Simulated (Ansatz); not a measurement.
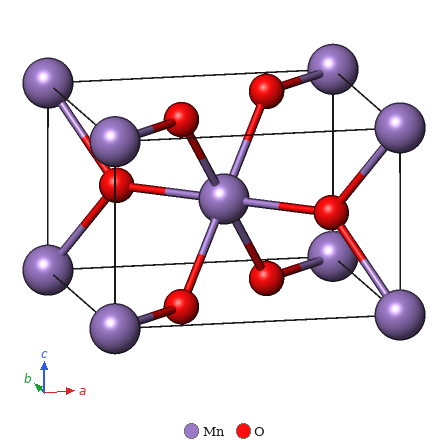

System: MnO₂, space group P4_2/mnm (No. 136). The picture shows the cell.

Input of the run:
```
crystal:
  lattice:
    - [4.3832916076, -1.17e-08, 0.0]
    - [-1.17e-08, 4.3832916076, 0.0]
    - [0.0, 0.0, 2.8611299193]
  atoms:
    - { symbol: Mn, position: [0.0, 0.0, 0.0], spin: 2.64 }
    - { symbol: Mn, position: [0.5, 0.5, 0.5], spin: -2.64 }
    - { symbol: O, position: [0.3047584487, 0.3047584487, 0.0] }
    - { symbol: O, position: [0.1952415517, 0.8047584483, 0.5] }
    - { symbol: O, position: [0.6952415513, 0.6952415513, 0.0] }
    - { symbol: O, position: [0.8047584483, 0.1952415517, 0.5] }
basis:
  ecutwfc: 500
  ecutrho_ratio: 4
kpoints:
  mp_grid: { grid: [6, 6, 10] }
hamiltonian:
  xc: r2scan
scf:
  occupations: { method: gaussian, width: 0.05 }
output:
  forces: true
  stress: true
  eigenvalues: true
  populations: true
magnetization:
  spin_polarized: true
elastic:
  mode: relaxed_ion
  stencil: two_point
checkpoint:
  read: start.run
  write: ck
  compress: false
  write_wavefunctions: false
  write_every: 100000
```

Run as:
```bash
ansatz run input.yaml --threads 4 --pin off --max-ram 7168MiB --backend cpu --events-out ev --progress --plain --runs-dir out
```

Computed with Ansatz 0.2.0: plane-wave density functional theory, PAW datasets, Gaussian smearing 0.05 eV: elastic constants from the stress of strained cells with relaxed atoms, Voigt order in the Cartesian frame of the cell vectors, engineering shear strains. Level: r2SCAN, collinear spin. The state reached is antiferromagnetic.

```json
{"setting": "PAW set", "value": "soft_2"}
{"setting": "wave cutoff", "value": "500 eV"}
{"setting": "k mesh", "value": "6×6×10"}
```

What does the calculation give for the sound velocities against the direction of travel in the xy and xz planes, from the elastic constants and the density?

Along x the longitudinal wave runs at 7.67 km/s and the transverse ones at 7.01 and 5.60 km/s; along y the longitudinal wave runs at 7.67 km/s and the transverse ones at 7.01 and 5.60 km/s; along z the longitudinal wave runs at 9.97 km/s and the transverse ones at 5.60 and 5.60 km/s; along x + y they run at 10.19, 5.60 and 2.02 km/s (density 5.25 g/cm³). Over all directions E runs from 79 to 492 GPa, a ratio of 6.2, a strong anisotropy. E is 79 GPa along x, 79 GPa along y and 427 GPa along z, and 452 GPa along the body diagonal x + y + z. The Hill averages are K = 257 GPa and G = 113 GPa, Poisson's ratio 0.31; K/G = 2.27.

Stiffness matrix C (GPa), Voigt order:
```
       xx     yy     zz     yz     xz     xy
xx  308.7  265.7  164.9    0.0    0.0    0.0
yy  265.7  308.7  164.9    0.0    0.0    0.0
zz  164.7  164.7  521.7    0.0    0.0    0.0
yz    0.0    0.0    0.0  164.9    0.0    0.0
xz    0.0    0.0    0.0    0.0  164.9    0.0
xy    0.0    0.0    0.0    0.0    0.0  258.4
```

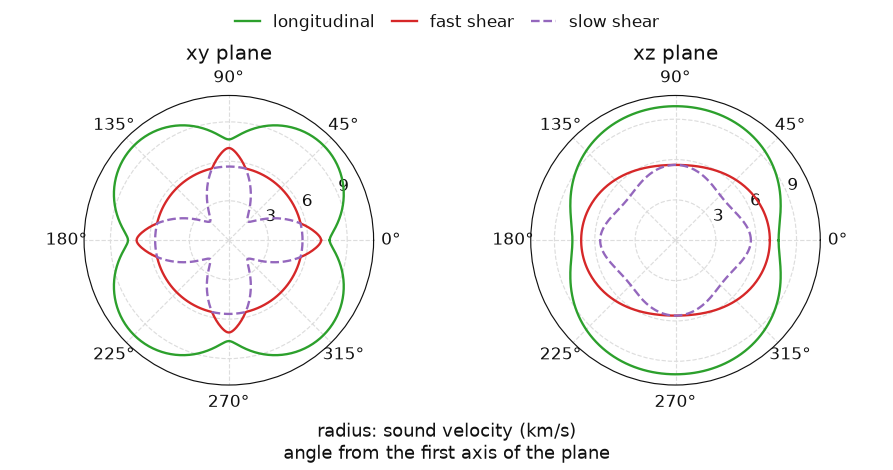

Note: a known weakness of the program can leave such a cell on a higher state.
